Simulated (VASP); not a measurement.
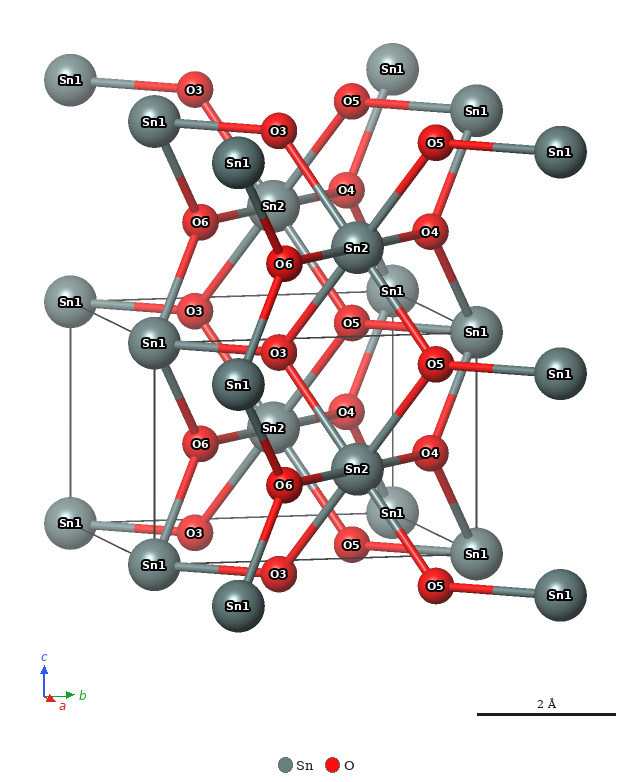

Fig. 1: The starting structure (ball-and-stick view of the cell of the calculation, repeated 2 × 1 × 2, seen slightly off an axis; atoms are numbered from 1 in the order of the input). Near neighbours in the crystal (not all of them lie inside the picture): Sn has 6 O at 2.09 Å; O has 3 Sn at 2.09 Å.

# SnO2: geometry relaxation (part 1 of 2)

- system: SnO2 (P4₂/mnm, 6 atoms in the cell)
- method: Kohn-Sham DFT of a periodic cell, PBE, VASP PAW PBE potentials, recommended, no spin polarisation (VASP 6.6.1)

The structure derives from an entry of the Crystallography Open Database.

INCAR:
```
ALGO = Normal
EDIFF = 1E-7
EDIFFG = -0.005
ENCUT = 600
GGA = PE
IBRION = 2
ISIF = 3
ISMEAR = 0
KPAR = 2
LASPH = T
LCHARG = F
LREAL = F
LWAVE = F
NELM = 80
NSW = 90
PREC = Accurate
SIGMA = 0.03
```

KPOINTS:
```
k-points
0
Gamma
  6 6 8
```

POSCAR:
```
SnO2                                    
1.0
    4.8303407069     -0.0000000000      0.0000000000
   -0.0000000000      4.8303407069      0.0000000000
    0.0000000000      0.0000000000      3.2432759979
  Sn              O             
     2     4
Direct
     0.0000000000000000    0.0000000000000000    0.0000000000000000
     0.5000000000000000    0.5000000000000000    0.5000000000000000
     0.3065777030145376    0.3065777030145376    0.0000000000000000
     0.1934222969854624    0.8065777030145378    0.5000000000000000
     0.6934222969854622    0.6934222969854622    0.0000000000000000
     0.8065777030145378    0.1934222969854624    0.5000000000000000
```

Run as:
```bash
cat potpaw_PBE.64/Sn_d/POTCAR potpaw_PBE.64/O/POTCAR > POTCAR
mpirun -np 2 vasp_std > vasp.out
```

OSZICAR:
```
N       E                     dE             d eps       ncg     rms          rms(c)
DAV:   1     0.699268352605E+03    0.69927E+03   -0.28640E+04  3309   0.281E+03
DAV:   2     0.653798217632E+02   -0.63389E+03   -0.61147E+03  3497   0.731E+02
DAV:   3    -0.377561514777E+02   -0.10314E+03   -0.10173E+03  3562   0.238E+02
DAV:   4    -0.432762117679E+02   -0.55201E+01   -0.54929E+01  3698   0.603E+01
DAV:   5    -0.434440412555E+02   -0.16783E+00   -0.16774E+00  3780   0.108E+01    0.156E+01
DAV:   6    -0.372521471100E+02    0.61919E+01   -0.25259E+01  4996   0.723E+01    0.569E+00
DAV:   7    -0.373518404364E+02   -0.99693E-01   -0.20326E+00  3401   0.859E+00    0.323E+00
DAV:   8    -0.373351755613E+02    0.16665E-01   -0.31131E-01  4578   0.514E+00    0.784E-01
DAV:   9    -0.373201249497E+02    0.15051E-01   -0.86333E-02  4842   0.384E+00    0.146E-01
DAV:  10    -0.373208913567E+02   -0.76641E-03   -0.57639E-03  4485   0.729E-01    0.450E-02
DAV:  11    -0.373209627897E+02   -0.71433E-04   -0.31097E-04  4942   0.191E-01    0.209E-02
DAV:  12    -0.373209663815E+02   -0.35918E-05   -0.20663E-05  3618   0.386E-02    0.141E-02
DAV:  13    -0.373209627149E+02    0.36666E-05   -0.15400E-05  4586   0.482E-02    0.250E-03
DAV:  14    -0.373209629969E+02   -0.28205E-06   -0.13333E-06  4174   0.985E-03    0.129E-03
DAV:  15    -0.373209631181E+02   -0.12112E-06   -0.41712E-08  2424   0.171E-03    0.530E-04
DAV:  16    -0.373209631456E+02   -0.27520E-07   -0.21558E-08  2075   0.117E-03
   1 F= -.37320963E+02 E0= -.37320963E+02  d E =-.373210E+02
       N       E                     dE             d eps       ncg     rms          rms(c)
DAV:   1    -0.373216170709E+02   -0.65395E-03   -0.17497E-02  3885   0.203E+00    0.174E-01
DAV:   2    -0.373210834506E+02    0.53362E-03   -0.15732E-03  4249   0.445E-01    0.632E-02
DAV:   3    -0.373209769650E+02    0.10649E-03   -0.21083E-04  4458   0.324E-01    0.195E-02
DAV:   4    -0.373209662907E+02    0.10674E-04   -0.39020E-05  4514   0.137E-01    0.386E-03
DAV:   5    -0.373209680762E+02   -0.17855E-05   -0.11287E-05  4036   0.293E-02    0.185E-03
DAV:   6    -0.373209689909E+02   -0.91470E-06   -0.46110E-07  3554   0.679E-03    0.897E-04
DAV:   7    -0.373209691492E+02   -0.15830E-06   -0.36169E-08  2027   0.250E-03    0.250E-04
DAV:   8    -0.373209690758E+02    0.73411E-07   -0.24881E-08  1921   0.133E-03
   2 F= -.37320969E+02 E0= -.37320969E+02  d E =-.593020E-05
       N       E                     dE             d eps       ncg     rms          rms(c)
DAV:   1    -0.373211206901E+02   -0.15154E-03   -0.35649E-03  3871   0.918E-01    0.786E-02
DAV:   2    -0.373210129772E+02    0.10771E-03   -0.31975E-04  4221   0.201E-01    0.285E-02
DAV:   3    -0.373209914252E+02    0.21552E-04   -0.43010E-05  4458   0.146E-01    0.877E-03
DAV:   4    -0.373209875173E+02    0.39079E-05   -0.79449E-06  4457   0.619E-02    0.175E-03
DAV:   5    -0.373209867503E+02    0.76697E-06   -0.22948E-06  4028   0.132E-02    0.835E-04
DAV:   6    -0.373209861887E+02    0.56163E-06   -0.78139E-08  1991   0.307E-03    0.336E-04
DAV:   7    -0.373209861243E+02    0.64372E-07   -0.21903E-08  1788   0.151E-03
   3 F= -.37320986E+02 E0= -.37320986E+02  d E =-.229787E-04
```

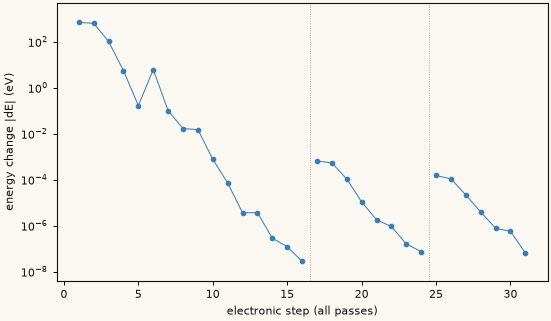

Fig. 2: Convergence of the self-consistent field: energy change |dE| against the electronic step. Each stretch between dotted lines is the SCF of one geometry step of a relaxation. The 3 ionic steps take 7 to 16 electronic steps each. The density is held fixed in the first few steps, and dE rises again when its update begins.

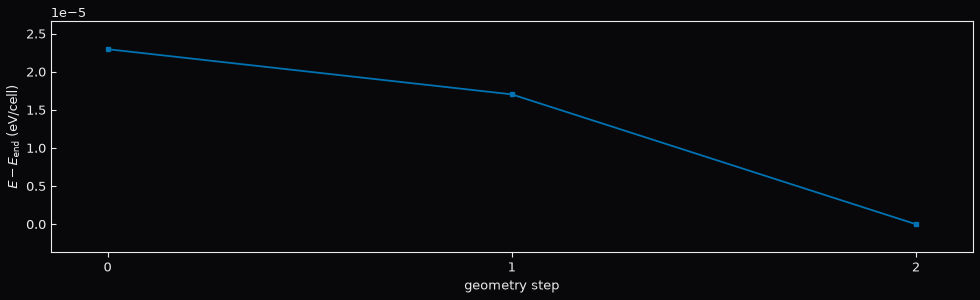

Fig. 3: Progress of the relaxation, step by step (steps are counted from 0). The atoms keep their places relative to the cell (all moves are under 0.005 Å). The volume changes by −0.1 %, with a = b 4.830 → 4.829 Å (0.0 %), c 3.243 → 3.242 Å (0.0 %). The space group stays P4_2/mnm (No. 136). After 2 geometry steps the energy has fallen by next to nothing (0.0 meV per cell of the calculation). The largest force component goes from 0.003 to 0.0034 eV/Å. (Atoms are counted from 1 in the order of the input.)

Parts of OUTCAR:
```
EDIFF = 1E-7
   EDIFFG = -0.005
   ENCUT = 600
   GGA = PE
   IBRION = 2
   ISIF = 3
   ISMEAR = 0
   LASPH = T
   LREAL = F
   NELM = 80
   NSW = 90
   PREC = Accurate

 ion  position               nearest neighbor table
   1  0.000  0.000  0.000-   4 2.09   6 2.09   4 2.09   6 2.09   5 2.09   3 2.09
   2  0.500  0.500  0.500-   3 2.09   5 2.09   3 2.09   5 2.09   4 2.09   6 2.09
   3  0.307  0.307  0.000-   2 2.09   2 2.09   1 2.09
   4  0.193  0.807  0.500-   1 2.09   1 2.09   2 2.09
   5  0.693  0.693  0.000-   2 2.09   2 2.09   1 2.09
   6  0.807  0.193  0.500-   1 2.09   1 2.09   2 2.09

  LATTYP: Found a simple tetragonal cell.
 ALAT       =     4.8303407069
 C/A-ratio  =     0.6714383508

  Lattice vectors:

 A1 = (   4.8303407069,   0.0000000000,   0.0000000000)
 A2 = (   0.0000000000,   4.8303407069,   0.0000000000)
 A3 = (   0.0000000000,   0.0000000000,   3.2432759979)

Analysis of symmetry for initial positions (statically):
=====================================================================
 Subroutine PRICEL returns:
 Original cell was already a primitive cell.

 Routine SETGRP: Setting up the symmetry group for a
 simple tetragonal supercell.

 Subroutine GETGRP returns: Found 16 space group operations
 (whereof  8 operations were pure point group operations)
 out of a pool of 16 trial point group operations.

The static configuration has the point symmetry D_2h.
 The point group associated with its full space group is D_4h.

Analysis of symmetry for dynamics (positions and initial velocities):
=====================================================================
 Subroutine PRICEL returns:
 Original cell was already a primitive cell.

 Routine SETGRP: Setting up the symmetry group for a
 simple tetragonal supercell.

 Subroutine GETGRP returns: Found 16 space group operations
 (whereof  8 operations were pure point group operations)
 out of a pool of 16 trial point group operations.

The dynamic configuration has the point symmetry D_2h.
 The point group associated with its full space group is D_4h.

 Subroutine INISYM returns: Found 16 space group operations
 (whereof  8 operations are pure point group operations),
 and found     1 'primitive' translations

----------------------------------------------------------------------------------------

                                     Primitive cell

  volume of cell :      75.6727

  direct lattice vectors                    reciprocal lattice vectors
     4.830340707  0.000000000  0.000000000     0.207024734  0.000000000  0.000000000
     0.000000000  4.830340707  0.000000000     0.000000000  0.207024734  0.000000000
     0.000000000  0.000000000  3.243275998     0.000000000  0.000000000  0.308330219

  length of vectors
     4.830340707  4.830340707  3.243275998     0.207024734  0.207024734  0.308330219

  position of ions in fractional coordinates (direct lattice)
     0.000000000  0.000000000  0.000000000
     0.500000000  0.500000000  0.500000000
     0.306577703  0.306577703  0.000000000
     0.193422297  0.806577703  0.500000000
     0.693422297  0.693422297  0.000000000
     0.806577703  0.193422297  0.500000000

  ion indices of the primitive-cell ions
   primitive index   ion index
                 1           1
                 2           2
                 3           3
                 4           4
                 5           5
                 6           6

----------------------------------------------------------------------------------------

 KPOINTS: k-points

Automatic generation of k-mesh.
 Grid dimensions read from file:
 generate k-points for:    6    6    8

 Generating k-lattice:

  Cartesian coordinates                     Fractional coordinates (reciprocal lattice)
     0.034504122  0.000000000  0.000000000     0.166666667  0.000000000  0.000000000
     0.000000000  0.034504122  0.000000000     0.000000000  0.166666667  0.000000000
     0.000000000  0.000000000  0.038541277     0.000000000  0.000000000  0.125000000

  Length of vectors
     0.034504122  0.034504122  0.038541277

  Shift w.r.t. Gamma in fractional coordinates (k-lattice)
     0.000000000  0.000000000  0.000000000

 Subroutine IBZKPT returns following result:
 ===========================================

 Found     50 irreducible k-points:

 Following reciprocal coordinates:
            Coordinates               Weight
  0.000000  0.000000  0.000000      1.000000
  0.166667  0.000000  0.000000      4.000000
  0.333333  0.000000  0.000000      4.000000
  0.500000  0.000000  0.000000      2.000000
  0.166667  0.166667  0.000000      4.000000
  0.333333  0.166667  0.000000      8.000000
  0.500000  0.166667  0.000000      4.000000
  0.333333  0.333333  0.000000      4.000000
  0.500000  0.333333  0.000000      4.000000
  0.500000  0.500000  0.000000      1.000000
  0.000000  0.000000  0.125000      2.000000
  0.166667  0.000000  0.125000      8.000000
  0.333333  0.000000  0.125000      8.000000
  0.500000  0.000000  0.125000      4.000000
  0.166667  0.166667  0.125000      8.000000
  0.333333  0.166667  0.125000     16.000000
  0.500000  0.166667  0.125000      8.000000
  0.333333  0.333333  0.125000      8.000000
  0.500000  0.333333  0.125000      8.000000
  0.500000  0.500000  0.125000      2.000000
  0.000000  0.000000  0.250000      2.000000
  0.166667  0.000000  0.250000      8.000000
  0.333333  0.000000  0.250000      8.000000
  0.500000  0.000000  0.250000      4.000000
 [... further k-points ...]
   k-points           NKPTS =     50   k-points in BZ     NKDIM =     50   number of bands    NBANDS=     31
   number of dos      NEDOS =    301   number of ions     NIONS =      6
   total plane-waves  NPLWV =  44800
   dimension x,y,z NGX =    40 NGY =   40 NGZ =   28
   dimension x,y,z NGXF=    80 NGYF=   80 NGZF=   56
   ions per type =               2   4
   NGX,Y,Z   is equivalent  to a cutoff of  13.77, 13.77, 14.35 a.u.
   NGXF,Y,Z  is equivalent  to a cutoff of  27.53, 27.53, 28.70 a.u.
 SYSTEM =  unknown system
   PREC   = accura    normal or accurate (medium, high low for compatibility)
   ISTART =      0    job   : 0-new  1-cont  2-samecut
   ICHARG =      2    charge: 1-file 2-atom 10-const
   ISPIN  =      1    spin polarized calculation?
   LNONCOLLINEAR =      F non collinear calculations
   LSORBIT =      F    spin-orbit coupling
   LASPH  =      T    aspherical Exc in radial PAW
   ENCUT  =  600.0 eV  44.10 Ry    6.64 a.u.   9.65  9.65  6.48*2*pi/ulx,y,z
   NELM   =     80;   NELMIN=  2; NELMDL= -5     # of ELM steps
   EDIFF  = 0.1E-06   stopping-criterion for ELM
   LREAL  =      F    real-space projection
   EDIFFG = -.5E-02   stopping-criterion for IOM
   NSW    =     90    number of steps for IOM
   IBRION =      2    ionic relax: 0-MD 1-quasi-New 2-CG
   NFREE  =      1    steps in history (QN), initial steepest desc. (CG)
   ISIF   =      3    stress and relaxation
   ISYM   =      2    0-nonsym 1-usesym 2-fastsym
   POTIM  = 0.5000    time-step for ionic-motion
   TEBEG  =    0.0;   TEEND  =   0.0 temperature during run
   PSTRESS=    0.0 pullay stress
   NELECT =      52.0000    total number of electrons
   NUPDOWN=      -1.0000    fix difference up-down
   EMIN   =  10.00;   EMAX   =-10.00  energy-range for DOS
   EFERMI =   0.00;   METHOD = LEGACY
   ISMEAR =     0;   SIGMA  =   0.03  broadening in eV -4-tet -1-fermi 0-gaus
   EFERMI_NEDOS =   21; number of points for ismear=-14 and -15
   IALGO  =     38    algorithm
   IMIX   =      4    mixing-type and parameters
     AMIX     =   0.40;   BMIX     =  1.00
     AMIX_MAG =   1.60;   BMIX_MAG =  1.00
  volume/ion in A,a.u.               =      12.61        85.11
  Fermi-wavevector in a.u.,A,eV,Ry     =   1.444651  2.729994 28.395565  2.087015
  Thomas-Fermi vector in A             =   2.562921
   LORBIT       =      0    0 simple, 1 ext, 2 COOP (PROOUT), +10 PAW based schemes
   GGA     = PE    functional components
   LHFCALC =     F    Hartree Fock is set to
   AEXX    =    0.0000 exact exchange contribution
   IVDW    =     0    specifies the selected vdW correction
   LEPSILON=     F    determine dielectric tensor
   LRPA    =     F    only Hartree local field effects (RPA)
 conjugate gradient relaxation of ions
 non-spin polarized calculation
 Gauss-broadening in eV      SIGMA  =   0.03
  energy-cutoff  :      600.00
  volume of cell :       75.67
 maximum number of plane-waves:      2557
 NGX is ok and might be reduce to    40
   NGX = 19   NGY = 19   NGZ = 13

--------------------------------------- Ionic step        1  -------------------------------------------

 number of electron      52.0000001 magnetization

 Free energy of the ion-electron system (eV)
  ---------------------------------------------------
  ext. energy  EPLUGINS =         0.00000000
  ---------------------------------------------------
  free energy    TOTEN  =       -37.32096315 eV

  energy without entropy =      -37.32096315  energy(sigma->0) =      -37.32096315

------------------------ aborting loop because EDIFF is reached ----------------------------------------

  FORCE on cell =-STRESS in cart. coord.  units (eV):
  Direction    XX          YY          ZZ          XY          YZ          ZX
  --------------------------------------------------------------------------------------
  -------------------------------------------------------------------------------------
  Total       -0.0422720     -0.0422720     -0.0785031      0.0000000      0.0000000      0.0000000
  in kB       -0.8950028     -0.8950028     -1.6621026      0.0000000      0.0000000      0.0000000
  external PRESSURE =      -1.1507027 kB  Pullay stress =       0.0000000 kB

 VOLUME and BASIS-vectors are now :
```
